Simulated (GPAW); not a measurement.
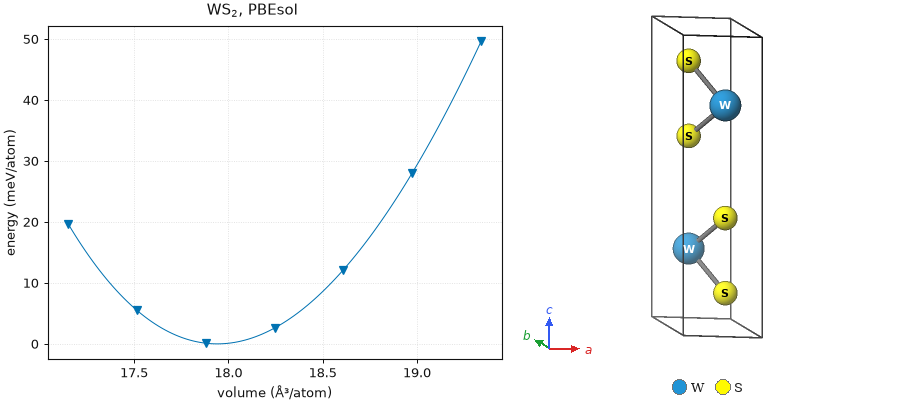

Plotted: energy against volume for WS₂, space group P6_3/mmc (No. 194). The conventional cell is drawn beside the plot.

The given structure:
```xyz
6
Lattice="3.1800 0.0000 0.0000 -1.5900 2.7540 0.0000 0.0000 0.0000 12.5000" Properties=species:S:1:pos:R:3 pbc="T T T"
W     1.5900    0.9180    9.3750
W     0.0000    1.8360    3.1250
S     1.5900    0.9180    4.6875
S     0.0000    1.8360   10.9375
S     1.5900    0.9180    1.5625
S     0.0000    1.8360    7.8125
```

Computed with GPAW 26.7.0: PAW DFT in plane waves, on a grid or in atomic orbitals, no spin polarisation; energies at scaled volumes of the given cell, shape and fractions fixed, counted from the fit's minimum, third-order Birch-Murnaghan fit. Level: PBEsol.

- k mesh: 10×10×3
- occupations: Fermi–Dirac
- smearing width: 0.05 eV
- potentials: PAW data sets made by gpaw setup for the functional
- wave cutoff: 600 eV
- program settings: basis pw

This calculation gives: equilibrium volume 17.94 Å³/atom and bulk modulus 167 GPa.

Now W is replaced by Mo on all its sites, which gives MoS₂ in the same structure. What happens?

The equilibrium volume falls from 17.94 to 17.51 Å³/atom (−2.4 %) and the bulk modulus falls from 167 to 156 GPa (−6.6 %).

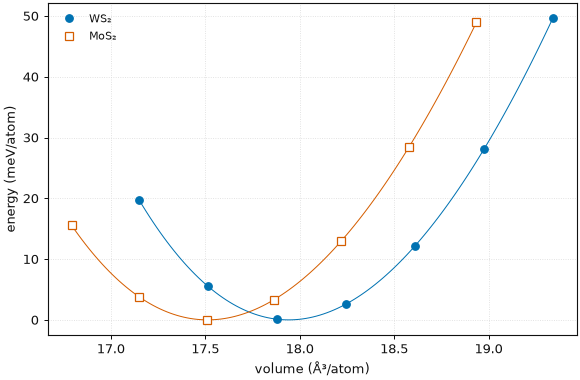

The two results together.

For both, limits of the calculation: shape and atomic fractions are frozen while scaling, which makes layered, chain and framework solids too stiff.

V0 and the bulk modulus come from third-order Birch–Murnaghan fits.
